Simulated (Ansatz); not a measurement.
**Al2O3: density, localisation and related maps**

Input

```
crystal:
  lattice:
    - [2.8843249483, 0.0, 0.0]
    - [-1.4421624742, 2.497898678, 0.0]
    - [0.0, 0.0, 9.2433869154]
  atoms:
    - { symbol: Al, position: [0.0, 0.0, 0.85000767] }
    - { symbol: Al, position: [0.0, 0.0, 0.14999233] }
    - { symbol: O, position: [0.3333333333, 0.6666666667, 0.77768308] }
    - { symbol: O, position: [0.6666666667, 0.3333333333, 0.0] }
    - { symbol: O, position: [0.3333333333, 0.6666666667, 0.22231692] }
hamiltonian:
  xc: pbe
  pseudopotentials: { kind: paw }
kpoints:
  mp_grid: { grid: [9, 9, 3] }
scf:
  occupations: { method: fermi_dirac, width: 0.05 }
output:
  forces: true
  stress: true
  eigenvalues: true
  write_density: true
  write_potential: true
  elf: true
  volumetric_format: npy
relax:
  f_tol: 0.01
  max_steps: 40
```

Launched as:

```sh
ansatz run input.yaml --threads 2 --pin off --max-ram 5632MiB --backend cpu --events-out ev --progress --plain --runs-dir out
```

Below, planes, directions and counts refer to the conventional cell (a = 2.88 Å, b = 2.88 Å, c = 9.24 Å, α = 90.00°, β = 90.00°, γ = 120.00°).

The fields are those of the relaxed geometry.

Space group P-6m2; a structure from a database of computed crystals, not necessarily the ambient phase.

Level of theory: Kohn-Sham DFT of a periodic cell, PBE, Ansatz PAW (Ansatz).

The density is the valence pseudo-density of a PAW calculation; it isn't the true density close to the nuclei.

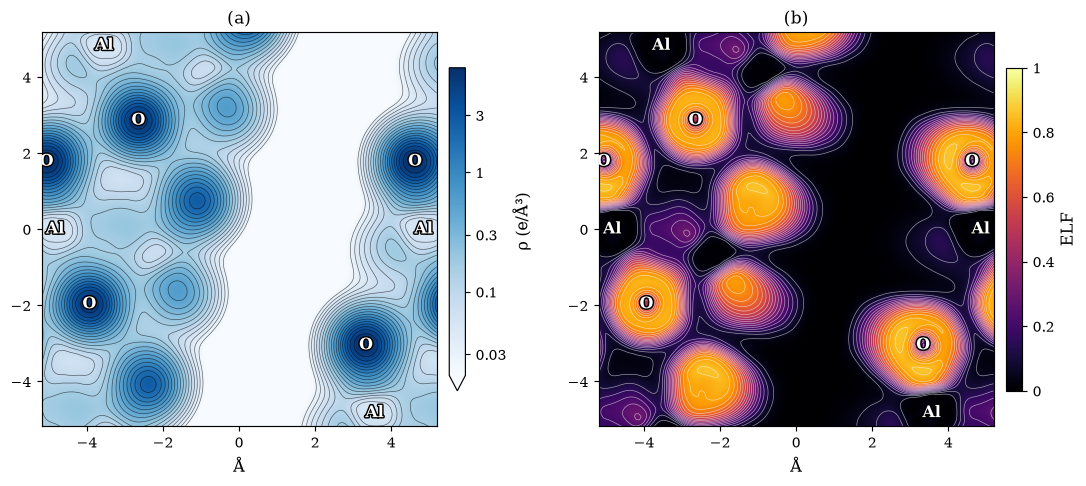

Figure 1. (a) valence pseudo-density; (b) electron localisation function on the (111) plane of the conventional cell.

> Describe what can be read from this map.

- The plane passes through Al and O nuclei.
- Atoms just off the plane (Al, 0.4 Å away and O, 0.5 Å away) can leave unmarked features too.
- Al–O (1.80 Å): ρ at the midpoint is about 0.74 e/Å³; the ELF peaks at about 0.85 in the valence shell of O, 0.7 Å from its nucleus, and is about 0.85 at the midpoint.
- The density dies away to nearly zero in the voids.
- The ELF also peaks beside O, away from the bonds: lone-pair regions.

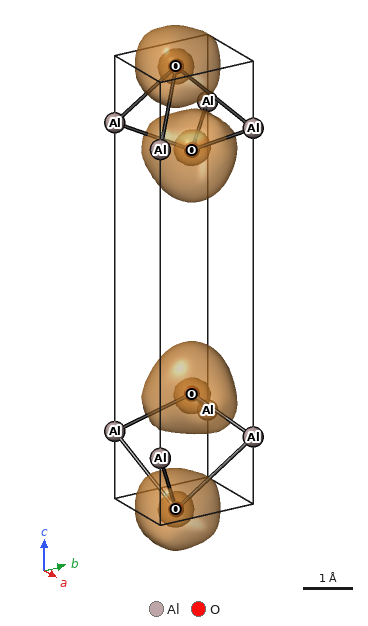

Figure 2. Isosurface of the ELF at 0.7 (orange), seen slightly off an axis. Only the valence region is drawn (cores and ρ < 0.01 e/Å³ removed). Sticks mark near contacts.

> Where are the electrons localised?

The ELF exceeds this value in two regions on O in which the atom's valence shell and bonds are merged and one region wrapped around O (its valence shell), counted in one cell of 5 atoms. Regions shared between cells count once.

> Does the calculation give a band gap?

It is gapped, with a Kohn–Sham gap of 4.8 eV on the k-point mesh, an upper bound to the gap of this method.
